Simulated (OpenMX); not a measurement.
# A series of single points on Cs

System: Cs (2 atoms in the cell).
Method: Kohn-Sham DFT of a periodic cell, PBE, OpenMX 2013 PBE set, no spin polarisation (OpenMX 3.8.5).

The 7 runs differ only in the geometry, by an even scaling of the cell at fixed fractional positions. The structure derives from a Materials Project entry.

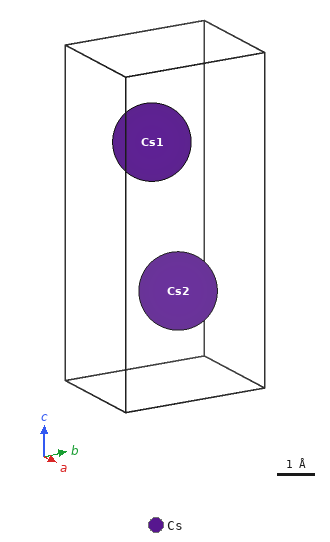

Figure 1. The structure of run 4 (spheres-only view of the cell of the calculation, seen slightly off an axis; atoms are numbered from 1 in the order of the input).

### Input of run 4
```
System.CurrrentDirectory             ./
System.Name                          Cs
DATA.PATH                            ./DFT_DATA13
level.of.stdout                      1
level.of.fileout                     0
Species.Number                       1
<Definition.of.Atomic.Species
  Cs  Cs12.0-s3p2d2          Cs_PBE13
Definition.of.Atomic.Species>

Atoms.Number                         2
Atoms.SpeciesAndCoordinates.Unit     FRAC
<Atoms.SpeciesAndCoordinates
    1  Cs    0.6666666667    0.3333333333    0.7500000000   4.500  4.500
    2  Cs    0.3333333333    0.6666666667    0.2500000000   4.500  4.500
Atoms.SpeciesAndCoordinates>

Atoms.UnitVectors.Unit               Ang
<Atoms.UnitVectors
     5.5663060538    0.0000000000    0.0000000000
    -2.7831530269    4.8205624479    0.0000000000
     0.0000000000    0.0000000000    9.2584789600
Atoms.UnitVectors>

scf.XcType                           GGA-PBE
scf.SpinPolarization                 off
scf.ElectronicTemperature            580.226
scf.energycutoff                     300.0
scf.maxIter                          100
scf.EigenvalueSolver                 band
scf.Kgrid                            7 7 3
scf.Mixing.Type                      rmm-diisk
scf.Init.Mixing.Weight               0.05
scf.Min.Mixing.Weight                0.001
scf.Max.Mixing.Weight                0.3
scf.Mixing.History                   25
scf.Mixing.StartPulay                8
scf.criterion                        1.0e-8
scf.stress.tensor                    on
MD.Type                              nomd
```

Command:
```bash
openmx Cs.dat -nt 1 > Cs.std
```

Run 6 has the same physical settings and fractional positions; its lattice vectors (Å) are:
```
   5.639555    0.000000    0.000000
  -2.819778    4.883998    0.000000
   0.000000    0.000000    9.380315
```

### Results, with one run withheld

| run | volume per atom (Å³) | free energy per atom, from the lowest run given (meV) |
| --- | --- | --- |
| 1 | 116.762 | 0.41 |
| 2 | 119.247 | 0.00 |
| 3 | 121.731 | 0.33 |
| 4 | 124.215 | 1.34 |
| 5 | 126.699 | 2.85 |
| 6 | 129.184 | ? |
| 7 | 131.668 | 7.39 |

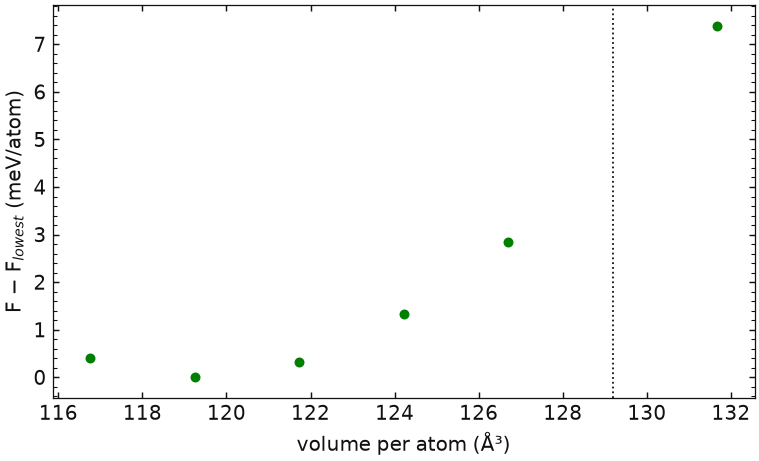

Figure 2. Free energy per atom of the runs given; the dotted line marks run 6.

Fit the runs given and predict run 6.

A cubic polynomial in V^(−2/3) (the Birch–Murnaghan form), fitted to the 6 runs given, misses them by at most 0.02 meV per atom. With x = V^(−2/3) − 0.04038 Å⁻², it reads F = 0.8612 − 1931 x + 1.0721e+06 x² + 1.7233e+07 x³ (meV per atom). At run 6 it gives 4.91 meV per atom, and the run itself gives 4.83. The fit has its minimum at 119.310 Å³ per atom, where V d²F/dV² gives 2.27 GPa. Cell shape and fractional positions are held, so this is the stiffness under even scaling; the relaxed bulk modulus wasn't computed.

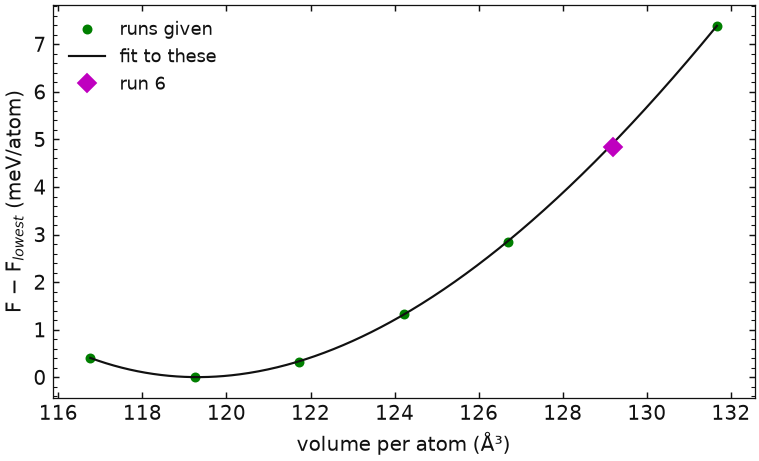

Figure 3. The fit and the withheld run.

### Some lines of the output (run 6)
```
[...]
  Cell_Volume =   1743.549515282518 (Bohr^3)
        Total energy (Hartree) at MD = 1
   kloop=0
   kloop=1
   kloop=73
```

Notes: With a small basis of atomic orbitals these values can differ much from converged plane-wave results.
